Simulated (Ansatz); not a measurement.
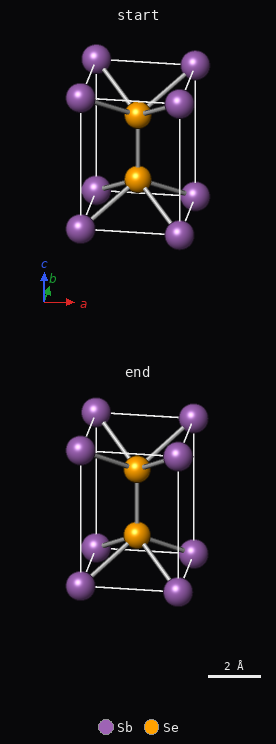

The structure of solid SbSe₂ (a generated structure, set up in P4/mmm) before (top) and after (bottom) a relaxation, at one scale.

The picture is a ball-and-stick view of the cell of the calculation, seen from a free direction.

All numbers below come from DFT PBE, scalar-relativistic, plane waves, PAW; settings changed (Ansatz 0.2.0).

Input
```yaml
crystal:
  lattice:
    - [3.8601260211, 0.0, 0.0]
    - [0.0, 3.8601260211, 0.0]
    - [0.0, 0.0, 5.4882903063]
  atoms:
    - { symbol: Sb, position: [0.0, 0.0, 0.0] }
    - { symbol: Se, position: [0.5, 0.5, 0.2557301438] }
    - { symbol: Se, position: [0.5, 0.5, 0.7442698562] }
basis:
  ecutwfc: 420
kpoints:
  mp_grid: { grid: [12, 12, 8] }
hamiltonian:
  xc: pbe
scf:
  occupations: { method: gaussian, width: 0.1 }
  mixing: { preconditioner: kerker }
output:
  forces: true
  eigenvalues: true
  stress: true
relax:
  adjacent_minimum: "off"
  f_tol: 0.01
  max_steps: 80
  cell: { stress_tol: 0.05 }
```

Run as
```bash
ansatz run input.yaml --threads 1 --pin off --max-ram 2560MiB --backend cpu --events-out ev --progress --plain --runs-dir out
```

What changed between the two?

After 3 accepted moves (4 points after the start) the energy has fallen by 44.6 meV per cell of the calculation. The largest force component goes from 0.13 to 0.0045 eV/Å. The pressure goes from 0.51 to 0.02 GPa. At 1 point the geometry stayed and the basis and grid were re-selected for the new cell (energy shift of less than 0.05 meV per cell of the calculation at most each time). The largest moves relative to the cell, 0.007 Å, are those of Se2 and Se3. Se2 goes along +c. Sb stays in place. The volume changes by +0.3 %, with a = b 3.860 → 3.803 Å (−1.5 %), c 5.488 → 5.670 Å (+3.3 %). Among the contacts that change: Se2–Se3 2.681 → 2.756 Å, Sb1–Se2 3.069 → 3.059 Å. Bond angles that change, for instance: Sb1–Se3–Sb1 125.6° → 123.1°. The space group stays P4/mmm (No. 123). The run took 100 s on 1 thread of Arm Neoverse V1, with other jobs on the host, peak memory 0.53 GiB.
